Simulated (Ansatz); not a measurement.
**BAs: density, localisation and related maps**

```
B As
1.0
     2.75535    0.00000    0.00000
     0.00000    2.75535    0.00000
     0.00000    0.00000    2.75535
B As
1 1
Direct
  0.50000 0.50000 0.50000
  0.00000 0.00000 0.00000
```

Space group Pm-3m; a generated structure, not necessarily the stable one; computed pressure about 30 GPa in this cell.

These are results of Kohn-Sham DFT of a periodic cell, PBE, Ansatz PAW (Ansatz), not measurements.

Core electrons are frozen (PAW), and the valence fields are smoothed inside the atomic spheres.

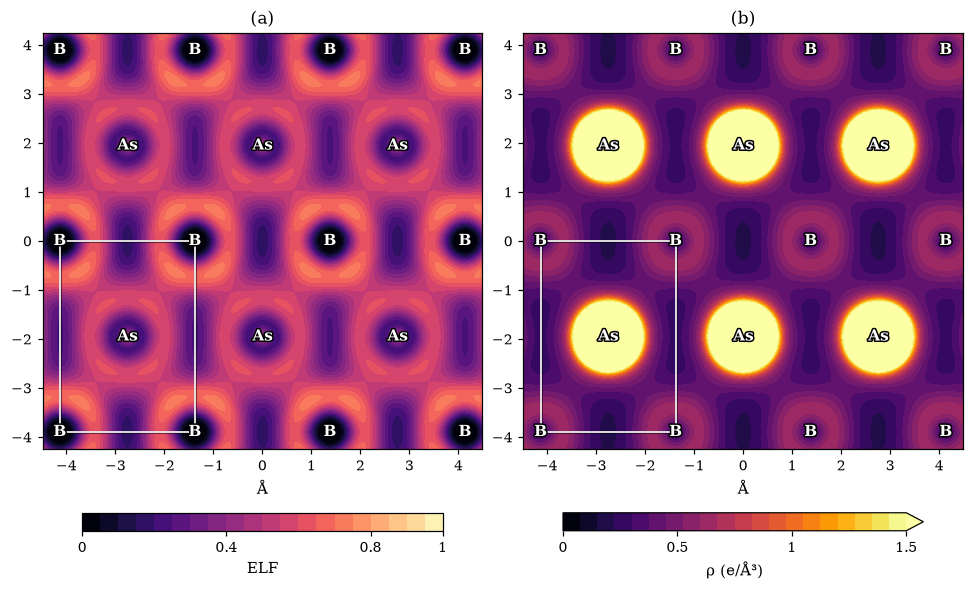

Figure 1. (a) ELF; (b) valence charge density (pseudo) on the (011) plane of the conventional cell.

What do the fields say about this system?

- Atoms in the plane: B and As.
- B–As (2.39 Å): ρ at the midpoint is about 0.42 e/Å³; the ELF peaks at about 0.70 between the atoms.
- As–As (2.76 Å): ρ at the midpoint is about 0.28 e/Å³; the ELF is about 0.25 at the midpoint (no shared electron pair shows on this line).
- Between the atoms the lowest density in this plane is 0.21 e/Å³.

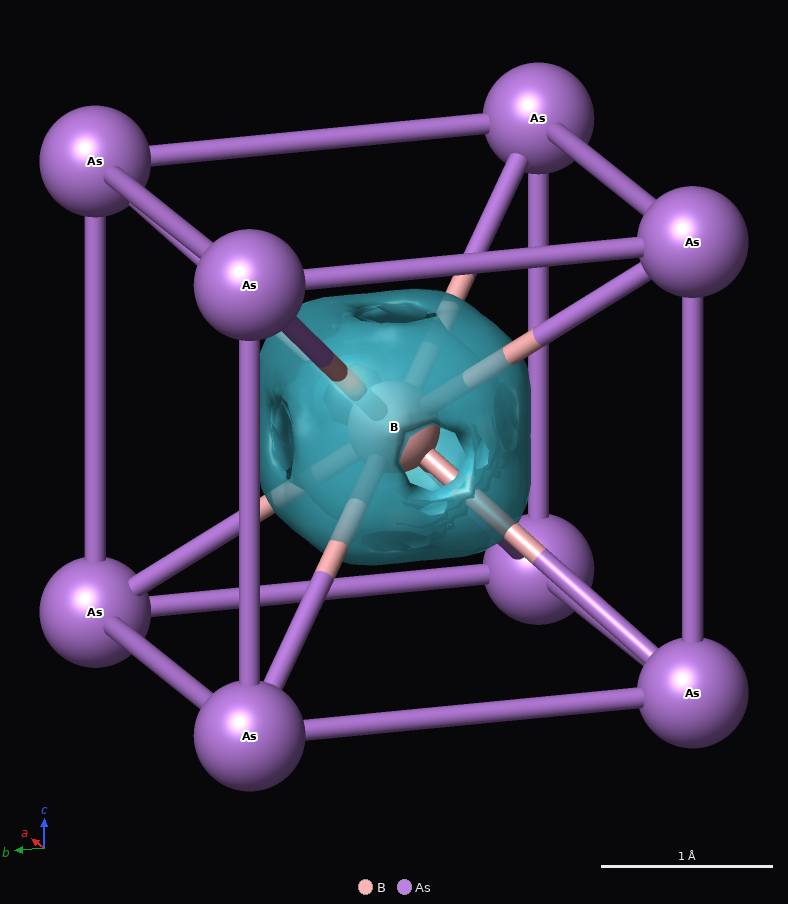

Figure 2. Isosurface of the electron localisation function at 0.65 (cyan), seen at an oblique angle. Only the valence region is drawn (cores and ρ < 0.01 e/Å³ removed). Sticks mark near contacts.

What do the ELF domains correspond to?

The surface consists of one region wrapped around B (its valence shell), counted in one cell of 2 atoms. Any copies at cell faces, edges or corners count once.

Does the calculation give a band gap?

It is metallic or semimetallic at this level of theory: no gap opens.
